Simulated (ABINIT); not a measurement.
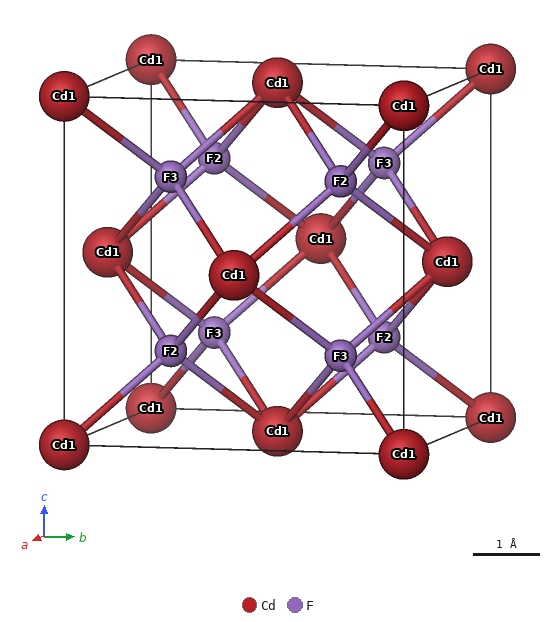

*The structure (ball-and-stick view of the cell 4 times as large as that of the calculation, set on its symmetry axes, seen slightly off an axis; atoms are numbered from 1 in the order of the input). An atom can appear more than once, as a periodic image.*

## Phonon calculation, with input and output: CdF2 (part 1 of 3)

System: CdF2 (Fm-3m, 3 atoms in the cell).
Method: Kohn-Sham DFT of a periodic cell, PBE, PseudoDojo NC SR PBE v0.4.1 standard, no spin polarisation (ABINIT 10.8.3).

The structure derives from an entry of the Crystallography Open Database.

Log
```
.Version 10.8.3 of ABINIT
 DATASET    1 : space group Fm -3 m (#225); Bravais cF (face-center cubic)
================================================================================
 Values of the parameters that define the memory need for DATASET  1.
     intxc =       0    ionmov =       0      iscf =       7    lmnmax =       6
     lnmax =       6     mgfft =      45  mpssoang =       3    mqgrid =    3001
     natom =       3  nloc_mem =       1    nspden =       1   nspinor =       1
    nsppol =       1      nsym =      48    n1xccc =    2501    ntypat =       2
    occopt =       1   xclevel =       2
       mpw =        3947          nfft =       91125          nkpt =          10
================================================================================
================================================================================

 DATASET    2 : space group Fm -3 m (#225); Bravais cF (face-center cubic)
================================================================================
 Values of the parameters that define the memory need for DATASET  2 (RF).
     intxc =       0      iscf =      -3    lmnmax =       6     lnmax =       6
     mgfft =      45  mpssoang =       3    mqgrid =    3001     natom =       3
  nloc_mem =       1    nspden =       1   nspinor =       1    nsppol =       1
      nsym =      48    n1xccc =    2501    ntypat =       2    occopt =       1
   xclevel =       2
      nfft =       91125          nkpt =         128
================================================================================
================================================================================

 DATASET    3 : space group Fm -3 m (#225); Bravais cF (face-center cubic)
================================================================================
 Values of the parameters that define the memory need for DATASET  3 (RF).
     intxc =       0      iscf =       7    lmnmax =       6     lnmax =       6
     mgfft =      45  mpssoang =       3    mqgrid =    3001     natom =       3
  nloc_mem =       1    nspden =       1   nspinor =       1    nsppol =       1
      nsym =      48    n1xccc =    2501    ntypat =       2    occopt =       1
   xclevel =       2
      nfft =       91125          nkpt =         128
================================================================================
================================================================================

--------------------------------------------------------------------------------
------------- Echo of variables that govern the present computation ------------
--------------------------------------------------------------------------------
 -outvars: echo values of preprocessed input variables --------
            acell      7.1996511964E+00  7.1996511964E+00  7.1996511964E+00 Bohr
              amu      1.12411000E+02  1.89984032E+01
           diemac      6.00000000E+00
             ecut      4.60000000E+01 Hartree
           getddk1          0
           getddk2          0
           getddk3          2
           getwfk1          0
           getwfk2          1
           getwfk3          1
             iscf1          7
             iscf2         -3
             iscf3          7
              ixc          11
           jdtset        1    2    3
                       outvar_i_n : Printing only first  50 k-points.
           kptopt1          1
           kptopt2          2
           kptopt3          2
         kptrlatt        4   -4    4     -4    4    4     -4   -4    4
          kptrlen      4.07273775E+01
            natom           3
            nband1         17
            nband2         17
            nband3         17
           ndtset           3
            ngfft          45      45      45
             nkpt1         10
             nkpt2        128
             nkpt3        128
             nqpt1          0
             nqpt2          1
             nqpt3          1
            nstep          80
             nsym          48
           ntypat           2
        optdriver1          0
        optdriver2          1
        optdriver3          1
           prtden           0
        prtebands           0
           prteig           0
            prtwf1          1
            prtwf2          1
            prtwf3          0
           rfelfd1          0
           rfelfd2          2
           rfelfd3          3
           rfphon1          0
           rfphon2          0
           rfphon3          1
            rprim      0.0000000000E+00  7.0710678120E-01  7.0710678120E-01
                       7.0710678120E-01  0.0000000000E+00  7.0710678120E-01
                       7.0710678120E-01  7.0710678120E-01  0.0000000000E+00
           shiftk      5.00000000E-01  5.00000000E-01  5.00000000E-01
          spgroup         225
           tolvrs1     1.00000000E-15
           tolvrs2     0.00000000E+00
           tolvrs3     1.00000000E-08
           tolwfr1     0.00000000E+00
           tolwfr2     1.00000000E-18
           tolwfr3     0.00000000E+00
            typat      1  2  2
                       outvars : Printing only first  50 k-points.
           xangst      0.0000000000E+00  0.0000000000E+00  0.0000000000E+00
                       4.0410000000E+00  4.0410000000E+00  4.0410000000E+00
                       1.3470000000E+00  1.3470000000E+00  1.3470000000E+00
            xcart      0.0000000000E+00  0.0000000000E+00  0.0000000000E+00
                       7.6363832749E+00  7.6363832749E+00  7.6363832749E+00
                       2.5454610916E+00  2.5454610916E+00  2.5454610916E+00
             xred      0.0000000000E+00  0.0000000000E+00  0.0000000000E+00
                       7.5000000000E-01  7.5000000000E-01  7.5000000000E-01
                       2.5000000000E-01  2.5000000000E-01  2.5000000000E-01
            znucl       48.00000    9.00000

================================================================================

 chkinp: Checking input parameters for consistency, jdtset=   1.

 chkinp: Checking input parameters for consistency, jdtset=   2.

 chkinp: Checking input parameters for consistency, jdtset=   3.

================================================================================
== DATASET  1 ==================================================================

--- !DatasetInfo
iteration_state: {dtset: 1, }
dimensions: {natom: 3, nkpt: 10, mband: 17, nsppol: 1, nspinor: 1, nspden: 1, mpw: 3947, }
cutoff_energies: {ecut:  46.0, pawecutdg:  -1.0, }
electrons: {nelect:   3.40000000E+01, charge:   0.00000000E+00, occopt:   1.00000000E+00, tsmear:   1.00000000E-02, }
meta: {optdriver: 0, ionmov: 0, optcell: 0, iscf: 7, paral_kgb: 0, }
...

 Exchange-correlation functional for the present dataset will be:
  GGA: Perdew-Burke-Ernzerhof functional - ixc=11
  J.P.Perdew, K.Burke, M.Ernzerhof, PRL 77, 3865 (1996)

 Real(R)+Recip(G) space primitive vectors, cartesian coordinates (Bohr,Bohr^-1):
 R(1)=  0.0000000  5.0909222  5.0909222  G(1)= -0.0982140  0.0982140  0.0982140
 R(2)=  5.0909222  0.0000000  5.0909222  G(2)=  0.0982140 -0.0982140  0.0982140
 R(3)=  5.0909222  5.0909222  0.0000000  G(3)=  0.0982140  0.0982140 -0.0982140
 Unit cell volume ucvol=  2.6388784E+02 bohr^3
 Angles (23,13,12)=  6.00000000E+01  6.00000000E+01  6.00000000E+01 degrees

 getcut: wavevector=  0.0000  0.0000  0.0000  ngfft=  45  45  45
         ecut(hartree)=     46.000   => boxcut(ratio)=   2.00169

--- Pseudopotential description ------------------------------------------------
- pspini: atom type   1  psp file is ./Cd.upf
  48.00000  20.00000  171031                  znucl, zion, pspdat
12 -101130 2 -1 1368                          pspcod,pspxc,lmax,lloc,mmax
     nproj     2     2     2

- pspini: atom type   2  psp file is ./F.upf
   9.00000   7.00000  171031                  znucl, zion, pspdat
12 -101130 2 -1 832                           pspcod,pspxc,lmax,lloc,mmax
     nproj     2     2     1

   1.11917965E+03                                ecore*ucvol(ha*bohr**3)
--------------------------------------------------------------------------------

================================================================================

--- !BeginCycle
iteration_state: {dtset: 1, }
solver: {iscf: 7, nstep: 80, nline: 4, wfoptalg: 0, }
tolerances: {tolvrs: 1.00E-15, }
...

     iter   Etot(hartree)      deltaE(h)  residm     vres2
 ETOT  1  -220.42943813842    -2.204E+02 3.270E+00 9.298E+03
 ETOT  2  -221.83881159790    -1.409E+00 7.557E-01 2.014E+04
 ETOT  3  -224.22767541540    -2.389E+00 3.077E-01 2.205E+03
 ETOT  4  -224.54861343804    -3.209E-01 3.890E-01 1.145E+03
 ETOT  5  -224.62782455715    -7.921E-02 1.718E-02 7.418E+02
 ETOT  6  -224.68663422627    -5.881E-02 1.578E-03 2.582E+02
 ETOT  7  -224.69324358463    -6.609E-03 1.443E-04 1.943E+02
 ETOT  8  -224.70605284754    -1.281E-02 2.723E-04 6.825E+01
 ETOT  9  -224.71224408673    -6.191E-03 2.017E-04 6.104E+00
 ETOT 10  -224.71285916057    -6.151E-04 2.633E-05 5.077E-01
 ETOT 11  -224.71293513698    -7.598E-05 3.582E-06 3.770E-03
 ETOT 12  -224.71293625588    -1.119E-06 7.740E-07 3.238E-04
 ETOT 13  -224.71293634485    -8.896E-08 4.416E-08 1.178E-05
 ETOT 14  -224.71293635017    -5.320E-09 1.665E-08 2.316E-07
 ETOT 15  -224.71293635066    -4.894E-10 1.294E-09 1.343E-07
 ETOT 16  -224.71293635074    -8.762E-11 5.822E-10 1.454E-08
 ETOT 17  -224.71293635075    -7.475E-12 4.344E-11 7.188E-10
 ETOT 18  -224.71293635078    -2.686E-11 2.171E-11 9.257E-11
 ETOT 19  -224.71293635076     1.663E-11 1.441E-12 6.585E-11
 ETOT 20  -224.71293635075     1.373E-11 7.360E-13 5.093E-14
 ETOT 21  -224.71293635076    -1.691E-11 4.886E-14 1.162E-12
 ETOT 22  -224.71293635075     1.452E-11 2.911E-14 3.997E-14
 ETOT 23  -224.71293635076    -6.651E-12 1.635E-15 3.121E-14
 ETOT 24  -224.71293635075     2.615E-12 1.176E-15 2.051E-15
 ETOT 25  -224.71293635076    -4.604E-12 6.545E-17 1.202E-15
 ETOT 26  -224.71293635078    -2.422E-11 4.789E-17 1.647E-17

 At SCF step   26       vres2   =  1.65E-17 < tolvrs=  1.00E-15 =>converged.

 Cartesian components of stress tensor (hartree/bohr^3)
  sigma(1 1)= -1.55969923E-04  sigma(3 2)=  0.00000000E+00
  sigma(2 2)= -1.55969923E-04  sigma(3 1)=  0.00000000E+00
  sigma(3 3)= -1.55969923E-04  sigma(2 1)=  0.00000000E+00

--- !ResultsGS
iteration_state: {dtset: 1, }
comment   : Summary of ground state results
lattice_vectors:
- [  0.0000000,   5.0909222,   5.0909222, ]
- [  5.0909222,   0.0000000,   5.0909222, ]
- [  5.0909222,   5.0909222,   0.0000000, ]
lattice_lengths: [   7.19965,    7.19965,    7.19965, ]
lattice_angles: [ 60.000,  60.000,  60.000, ] # degrees, (23, 13, 12)
lattice_volume:   2.6388784E+02
convergence: {deltae: -2.422E-11, res2:  1.647E-17, residm:  4.789E-17, diffor: null, }
etotal    :  -2.24712936E+02
entropy   :   0.00000000E+00
fermie    :   1.12072944E-01
cartesian_stress_tensor: # hartree/bohr^3
- [ -1.55969923E-04,   0.00000000E+00,   0.00000000E+00, ]
- [  0.00000000E+00,  -1.55969923E-04,   0.00000000E+00, ]
- [  0.00000000E+00,   0.00000000E+00,  -1.55969923E-04, ]
pressure_GPa:   4.5888E+00
xred      :
- [  0.0000E+00,   0.0000E+00,   0.0000E+00, Cd]
- [  7.5000E-01,   7.5000E-01,   7.5000E-01,  F]
- [  2.5000E-01,   2.5000E-01,   2.5000E-01,  F]
cartesian_forces: # hartree/bohr
- [  7.05214792E-29,  -0.00000000E+00,  -7.05214792E-29, ]
- [ -1.67488513E-28,   7.93366642E-29,   1.14597404E-28, ]
- [  9.69670340E-29,  -7.93366642E-29,  -4.40759245E-29, ]
force_length_stats: {min:   9.97324324E-29, max:   2.17897392E-28, mean:   1.50147992E-28, }
...

 Integrated electronic density in atomic spheres:
 ------------------------------------------------
 Atom  Sphere_radius  Integrated_density
    1        2.00000         17.13881883
    2        2.00000          7.03073269
    3        2.00000          7.03073269
================================================================================

 ----iterations are completed or convergence reached----

 Mean square residual over all n,k,spin=   43.176E-20; max=  47.890E-18
 reduced coordinates (array xred) for    3 atoms
       0.000000000000      0.000000000000      0.000000000000
       0.750000000000      0.750000000000      0.750000000000
       0.250000000000      0.250000000000      0.250000000000
 rms dE/dt=  5.5329E-28; max dE/dt=  8.0779E-28; dE/dt below (all hartree)
    1       0.000000000000      0.000000000000      0.000000000000
    2      -0.000000000000      0.000000000000      0.000000000000
    3       0.000000000000     -0.000000000000      0.000000000000

 cartesian coordinates (angstrom) at end:
    1      0.00000000000000     0.00000000000000     0.00000000000000
    2      4.04100000004175     4.04100000004175     4.04100000004175
    3      1.34700000001392     1.34700000001392     1.34700000001392

 cartesian forces (hartree/bohr) at end:
    1      0.00000000000000    -0.00000000000000    -0.00000000000000
    2     -0.00000000000000     0.00000000000000     0.00000000000000
    3      0.00000000000000    -0.00000000000000    -0.00000000000000
 frms,max,avg= 9.1326904E-29 1.6748851E-28   0.000E+00  0.000E+00  0.000E+00 h/b

 cartesian forces (eV/Angstrom) at end:
    1      0.00000000000000    -0.00000000000000    -0.00000000000000
    2     -0.00000000000000     0.00000000000000     0.00000000000000
    3      0.00000000000000    -0.00000000000000    -0.00000000000000
 frms,max,avg= 4.6962182E-27 8.6126056E-27   0.000E+00  0.000E+00  0.000E+00 e/A
 length scales=  7.199651196399  7.199651196399  7.199651196399 bohr
              =  3.809891337000  3.809891337000  3.809891337000 angstroms
 Fermi (or HOMO) energy (hartree) =   0.11207   Average Vxc (hartree)=  -0.39118
 Eigenvalues (hartree) for nkpt=  10  k points:
 kpt#   1, nband= 17, wtk=  0.09375, kpt= -0.1250 -0.2500  0.0000 (reduced coord)
  -3.50243   -2.07278   -2.07275   -2.07275   -0.64049   -0.61153   -0.08258   -0.08254
  -0.07041   -0.05218   -0.04517    0.03606    0.05993    0.06131    0.09211    0.09728
   0.10052
 prteigrs : prtvol=0 or 1, do not print more k-points.
```
